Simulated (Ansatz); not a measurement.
Geometry relaxation of Ir (part 2 of 2)

Continued. System: Ir (I4/mmm, 2 atoms in the cell). Method: DFT PBE, scalar-relativistic, plane waves, PAW, no spin polarisation (Ansatz 0.2.0); cutoff 420 eV, 18×18×14 k-mesh, Gaussian smearing of 0.1 eV. The structure derives from a Materials Project entry. It belongs to a series of runs on one base structure; here: biaxial strain in the a-b plane, c and atoms relaxed: -1.0 %.

Geometry of the input (Å; fractional positions):
```
1.9160  1.9160  0.0000
-1.9160  1.9160  0.0000
0.0000  0.0000  3.8939
Ir 0.0000  0.0000  0.0000
Ir 0.5000  0.5000  0.5000
```

Output, continued:
```
SCF iter   1: F=—  HF=-23870.613362 eV  |F-HF|=—  |Δ(HF+E_count)|=         —  Δρ=2.02e-6  dr2=5.23e-10  ethr=1.23e-12  ⟨swp⟩=3.0  Hψ=51448  notcnv=0
iter 2 did not close the SCF: its close was put off for the readings that it lacked (scf_convergence_deferred on its scf_iter line)
SCF iter   2: F=-23870.613362 eV  HF=-23870.613362 eV  |F-HF|=3.27e-11  |Δ(HF+E_count)|=   1.54e-7  Δρ=8.43e-7  dr2=4.81e-11  ethr=1.23e-12  ⟨swp⟩=2.0  Hψ=16771  notcnv=0
iter 3 did not close the SCF: its close was put off for the readings that it lacked (scf_convergence_deferred on its scf_iter line)
SCF iter   3: F=-23870.613362 eV  HF=-23870.613362 eV  |F-HF|=7.28e-12  |Δ(HF+E_count)|=  2.55e-11  Δρ=2.14e-7  dr2=2.81e-12  ethr=1.00e-12  ⟨swp⟩=1.0  Hψ=9240  notcnv=0
iter 4 did not close the SCF: its close was put off for the readings that it lacked (scf_convergence_deferred on its scf_iter line)
SCF iter   4: F=-23870.613362 eV  HF=-23870.613362 eV  |F-HF|=1.46e-11  |Δ(HF+E_count)|=  7.28e-12  Δρ=2.10e-8  dr2=2.48e-14  ethr=1.00e-12  ⟨swp⟩=1.0  Hψ=9240  notcnv=0
iter 5 did not close the SCF: its close was put off for the readings that it lacked (scf_convergence_deferred on its scf_iter line)
SCF iter   5: F=-23870.613362 eV  HF=-23870.613362 eV  |F-HF|=3.64e-12  |Δ(HF+E_count)|=  3.64e-12  Δρ=4.71e-9  dr2=1.78e-15  ethr=1.00e-12  ⟨swp⟩=1.0  Hψ=9240  notcnv=0
SCF iter   6: F=-23870.613362 eV  HF=-23870.613362 eV  |F-HF|=7.28e-12  |Δ(HF+E_count)|=  3.64e-12  Δρ=8.06e-10  dr2=7.51e-17  ethr=1.00e-12  ⟨swp⟩=2.0  Hψ=24177  notcnv=0
SCF 5 converged in 6 iterations: F = -23870.613362 eV  dr2 = 7.51e-17
relax step   5: F+E_penalty+E_count = -23870.61336178 eV  Δ(F+E_penalty+E_count) = -4.084e-7 eV  max|allowed force component| = 4.362e-30 eV/Å  Δτ_max = 0.0000 Å  P = +4.451 GPa  Ω = 28.642 Å³  energy of the carried Pulay correction = +3.747e-7 eV  fix = [a, b, gamma]  reactions: a +6.676, b +6.676 GPa  (6 SCF iters, accepted)
iter 1 solved again at ethr=5.05e-9 eV; its pass at ethr=3.10e-3 eV (dr2=1.72e-6 eV) is discarded
SCF iter   1: F=—  HF=-23870.613361 eV  |F-HF|=—  |Δ(HF+E_count)|=         —  Δρ=4.52e-7  dr2=1.74e-11  ethr=5.05e-9  ⟨swp⟩=3.8  Hψ=65231  notcnv=0
eigensolver tolerance schedule: the retry pair's looser diagonalisation over-reported the residual by 98593.55 of it (diagonalisation noise at 0.19 of the residual, at the tolerance the schedule requests for it); recorded, not acted on — ethr = c·dr2/N_el stays at c = 1.0e-1
SCF iter   2: F=—  HF=-23870.613361 eV  |F-HF|=—  |Δ(HF+E_count)|=   2.67e-7  Δρ=2.61e-7  dr2=1.07e-11  ethr=1.00e-12  ⟨swp⟩=2.7  Hψ=18854  notcnv=0
SCF iter   3: F=—  HF=-23870.613361 eV  |F-HF|=—  |Δ(HF+E_count)|=  3.64e-12  Δρ=1.59e-7  dr2=2.99e-12  ethr=1.00e-12  ⟨swp⟩=1.0  Hψ=9240  notcnv=0
iter 4 did not close the SCF: its close was put off for the readings that it lacked (scf_convergence_deferred on its scf_iter line)
SCF iter   4: F=-23870.613361 eV  HF=-23870.613361 eV  |F-HF|=3.64e-12  |Δ(HF+E_count)|=  7.28e-12  Δρ=5.11e-8  dr2=2.22e-13  ethr=1.00e-12  ⟨swp⟩=1.0  Hψ=9240  notcnv=0
iter 5 did not close the SCF: its close was put off for the readings that it lacked (scf_convergence_deferred on its scf_iter line)
SCF iter   5: F=-23870.613361 eV  HF=-23870.613361 eV  |F-HF|=7.28e-12  |Δ(HF+E_count)|=    0.00e0  Δρ=1.77e-8  dr2=3.25e-14  ethr=1.00e-12  ⟨swp⟩=1.0  Hψ=9240  notcnv=0
iter 6 did not close the SCF: its close was put off for the readings that it lacked (scf_convergence_deferred on its scf_iter line)
SCF iter   6: F=-23870.613361 eV  HF=-23870.613361 eV  |F-HF|=3.64e-12  |Δ(HF+E_count)|=  1.09e-11  Δρ=1.06e-8  dr2=1.09e-14  ethr=1.00e-12  ⟨swp⟩=1.0  Hψ=9240  notcnv=0
iter 7 did not close the SCF: its close was put off for the readings that it lacked (scf_convergence_deferred on its scf_iter line)
SCF iter   7: F=-23870.613361 eV  HF=-23870.613361 eV  |F-HF|=0.00e0  |Δ(HF+E_count)|=  3.64e-12  Δρ=5.23e-9  dr2=2.48e-15  ethr=1.00e-12  ⟨swp⟩=1.0  Hψ=9240  notcnv=0
SCF iter   8: F=-23870.613361 eV  HF=-23870.613361 eV  |F-HF|=3.64e-12  |Δ(HF+E_count)|=    0.00e0  Δρ=1.64e-9  dr2=2.43e-16  ethr=1.00e-12  ⟨swp⟩=1.3  Hψ=20434  notcnv=0
SCF 6 converged in 8 iterations: F = -23870.613361 eV  dr2 = 2.43e-16
relax step   6: F+E_penalty+E_count = -23870.61336133 eV  Δ(F+E_penalty+E_count) = +4.477e-7 eV  max|allowed force component| = 5.189e-30 eV/Å  Δτ_max = 0.0000 Å  P = +4.451 GPa  Ω = 28.642 Å³  fix = [a, b, gamma]  reactions: a +6.676, b +6.676 GPa  stress off target by 8.26e-5 GPa on what of the cell is left free  SCF on the basis re-selected at this cell (its energy is not comparable with the rows above)  (8 SCF iters)
```

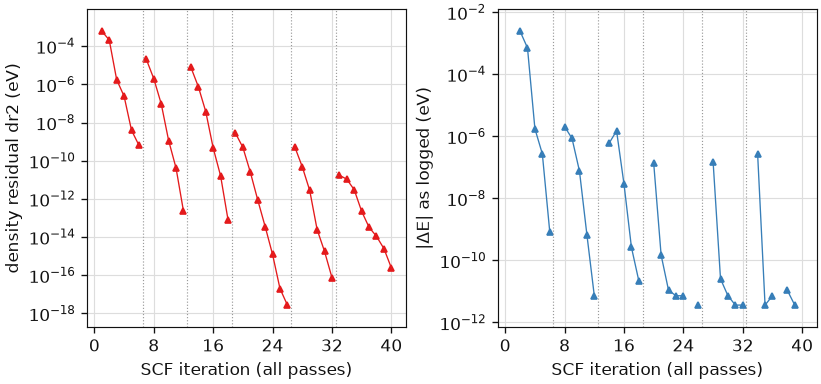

Figure 1. Convergence of the self-consistent field: density residual dr2 and size of the energy change against the SCF iteration. The dotted lines part the SCF passes of the relaxation: geometry steps, rejected trials and re-solves on a re-selected basis. The 6 passes take 6 to 8 iterations each, 40 in all.

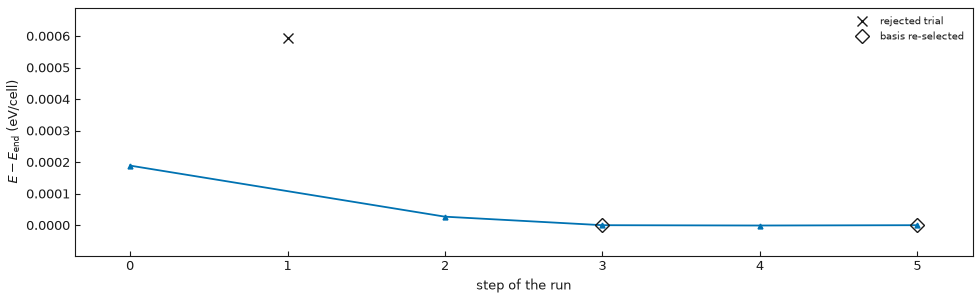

Figure 2. Progress of the relaxation, step by step (the first geometry is step 0 here and step 1 in the log). The atoms keep their places relative to the cell (all moves are under 0.005 Å). After 3 geometry steps the energy has fallen by 0.2 meV per cell of the calculation. All forces vanish by symmetry, so only the cell relaxes. Pressure: 5.13 GPa at the start and 4.45 GPa at the end. The line search rejected the trial step at point 1 (counted from 0) and went back. The basis was re-selected once at an unchanged geometry, which shifts the energy a little without any move. The energy change given includes the shifts at the re-selections in mid-walk, which come without any move. A last SCF at the same geometry on a re-selected plane-wave basis shifts the energy by +0.0 meV per cell of the calculation.

```
basis re-selected at this cell: Δ(F+E_penalty+E_count) = +4.477e-7 eV, ΔP = +0.000 GPa vs the last step (what re-selecting the basis moved, of the pressure what is left beyond the Pulay correction that the steps carried, after the strain that the cell walked since its last selection, with what the two solves' SCF thresholds leave and, on support functions, any second-order correction that the steps lacked; it is no measure of the basis error at this ecutwfc). This SCF's stress stands 8.26e-5 GPa from its target on what of the cell is left free (relax.cell.stress_tol is 1.50e-2 GPa) and its largest allowed force component is 5.19e-30 eV/Å (relax.f_tol is 8.00e-3 eV/Å): within both
SCF converged after 8 iterations
Free energy (F): -23870.613361 eV
Harris-Foulkes:  -23870.613361 eV  (|F-HF|=3.64e-12)
Internal energy: -23870.604504 eV  (E = F + TS)
E sigma→0 (E₀):  -23870.608933 eV
Entropy (-TS):   -0.008857 eV (-4.429 meV/atom)
Fermi energy:    25.437454 eV
--- Per-component energies (eV) ---
  E_band       = -176.290659
  E_kinetic    = 1245.966087
  E_local      = -2155.357480  (includes V_loc(G=0)·N_el)
  E_nonlocal   = 145.120265
  E_hartree    = 826.027168
  E_xc         = -536.099690
  E_vxc        = -600.422797  (∫ρ·V_xc dr)
  E_paw        = -18446.753186  (= ΣΔE_a)
  E_vpaw       = -463.651178  (= ΣTr[D̂ρ^β])
  E_aug_tail   = 0.000109  (compensation charges beyond the density's cutoff)
  E_ewald      = -4949.507777
  E_smearing   = -0.008857  (= −TS)
  E_closure    = 0.000000  (closes the sum)
  Σ components = -23870.613361   (vs F -23870.613361, Δ=0.00e0)
--- Forces (eV/Å), atoms counted from 1 ---
  atom   1  Ir     0.00000000     0.00000000     0.00000000
  atom   2  Ir     0.00000000     0.00000000     0.00000000
  max |Σ_I F_I| component: 8.52e-29 eV/Å
--- Stress (GPa, compression-positive) ---
        6.676413       0.000000       0.000000
       -0.000000       6.676413       0.000000
        0.000000       0.000000      -0.000083
  P = ⅓ Tr σ = 4.4509 GPa (44.509 kbar)
--- Band table (eV; the first three rows and the last of 440) ---
  k-point 0: bands = ["-67.4042", "-67.3248", "-24.6164", "-24.1598", "-24.1598", "-23.9094", "-23.8945", "-23.8945", "14.4376", "17.6327", "18.2264", "21.4599", "21.6968", "21.6968", "24.1014", "24.4110", "26.3088", "26.8624", "26.8788", "26.8788", "35.4790"]
  k-point 1: bands = ["-67.4032", "-67.3257", "-24.6081", "-24.1565", "-24.1565", "-23.9189", "-23.8979", "-23.8979", "14.5115", "17.6632", "18.2578", "21.4049", "21.7387", "21.7387", "24.0344", "24.4318", "26.2813", "26.5367", "26.7581", "26.7581", "35.9051"]
  k-point 2: bands = ["-67.4003", "-67.3287", "-24.5835", "-24.1468", "-24.1468", "-23.9468", "-23.9078", "-23.9078", "14.7306", "17.7477", "18.3512", "21.2460", "21.8640", "21.8640", "23.8410", "24.4935", "25.7239", "26.2007", "26.4238", "26.4238", "37.0204"]
  k-point 439: bands = ["-67.3194", "-67.3194", "-24.4087", "-24.4087", "-24.4087", "-24.4087", "-24.1876", "-24.1876", "19.2164", "19.2164", "20.6447", "20.6447", "20.6447", "20.6447", "23.6130", "23.6130", "27.0187", "27.0187", "33.6970", "33.6970", "34.3336"]
--- Relaxed structure (4 steps of the walk, 3 accepted, 2 SCFs on fresh bases) ---
  F+E_penalty+E_count = -23870.61336133 eV   max|allowed force component| = 5.189e-30 eV/Å   (the final SCF, on the basis selected at the relaxed cell)
  cell:  # Å, volume = 28.6421 Å³
    - [1.9159730469, 1.9159730469, 0.0]
    - [-1.9159730469, 1.9159730469, 0.0]
    - [0.0, 0.0, 3.9011782790076532]
  atoms:
    - { symbol: Ir, position: [0.0, 0.0, 0.0] }
    - { symbol: Ir, position: [0.5000000000000001, 0.5000000000000001, 0.5] }
```

Trajectory as extended XYZ (Å, eV, eV/Å), 6 frames, from step=1 to step=6:
```
2
Lattice="1.9160 1.9160 0.0000 -1.9160 1.9160 0.0000 0.0000 0.0000 3.8939" Properties=species:S:1:pos:R:3:forces:R:3 step=1 energy=-23870.61317 pressure_GPa=5.13
Ir    0.0000    0.0000    0.0000    0.0000   0.0000   0.0000
Ir    0.0000    1.9160    1.9469    0.0000   0.0000   0.0000
2
Lattice="1.9160 1.9160 0.0000 -1.9160 1.9160 0.0000 0.0000 0.0000 3.9134" Properties=species:S:1:pos:R:3:forces:R:3 step=2 energy=-23870.61277 pressure_GPa=3.34 accepted=F
Ir    0.0000    0.0000    0.0000    0.0000   0.0000   0.0000
Ir    0.0000    1.9160    1.9567    0.0000   0.0000   0.0000
2
Lattice="1.9160 1.9160 0.0000 -1.9160 1.9160 0.0000 0.0000 0.0000 3.9013" Properties=species:S:1:pos:R:3:forces:R:3 step=3 energy=-23870.61333 pressure_GPa=4.44
Ir    0.0000    0.0000    0.0000    0.0000   0.0000   0.0000
Ir    0.0000    1.9160    1.9506    0.0000   0.0000   0.0000
2
Lattice="1.9160 1.9160 0.0000 -1.9160 1.9160 0.0000 0.0000 0.0000 3.9013" Properties=species:S:1:pos:R:3:forces:R:3 step=4 energy=-23870.61336 pressure_GPa=4.44
Ir    0.0000    0.0000    0.0000    0.0000   0.0000   0.0000
Ir    0.0000    1.9160    1.9506    0.0000   0.0000   0.0000
2
Lattice="1.9160 1.9160 0.0000 -1.9160 1.9160 0.0000 0.0000 0.0000 3.9012" Properties=species:S:1:pos:R:3:forces:R:3 step=5 energy=-23870.61336 pressure_GPa=4.45
Ir    0.0000    0.0000    0.0000    0.0000   0.0000   0.0000
Ir    0.0000    1.9160    1.9506    0.0000   0.0000   0.0000
2
Lattice="1.9160 1.9160 0.0000 -1.9160 1.9160 0.0000 0.0000 0.0000 3.9012" Properties=species:S:1:pos:R:3:forces:R:3 step=6 energy=-23870.61336 pressure_GPa=4.45
Ir    0.0000    0.0000    0.0000    0.0000   0.0000   0.0000
Ir    0.0000    1.9160    1.9506    0.0000   0.0000   0.0000
```

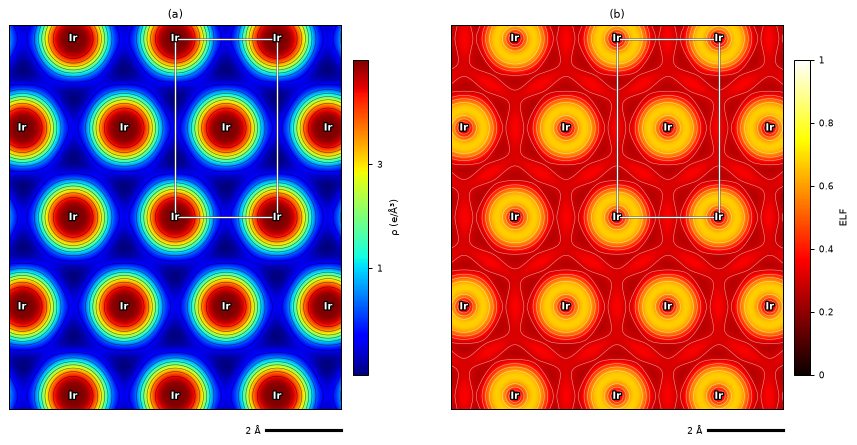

Figure 3. (a) valence charge density (pseudo); (b) ELF on the (101) plane of the conventional cell. Away from the nuclei the density in this plane falls to 0.32 e/Å³ at its lowest. The strong features right at Ir lie inside the PAW spheres (semicore, d or f shells) and say nothing about bonding. Core electrons are frozen (PAW), so the fields are smoothed inside the atomic spheres.

Key numbers:

```csv
quantity,value
outcome,converged
space group (tolerance 0.01 Å),I4/mmm (139)
electrons treated,34
free energy,−23870.6134 eV
Fermi energy,25.437 eV
gap on the k-point mesh,none (metallic)
pressure,4.45 GPa
final volume,28.64 Å³
largest force (length of the vector) at the end,under 0.001 eV/Å
final cell,"a = 2.710 Å, b = 2.710 Å, c = 3.901 Å, α = 90.00°, β = 90.00°, γ = 90.00°"
wall time,57 s
peak memory,0.55 GiB
```

Notes:

Spin–orbit coupling is left out, which matters for Ir.
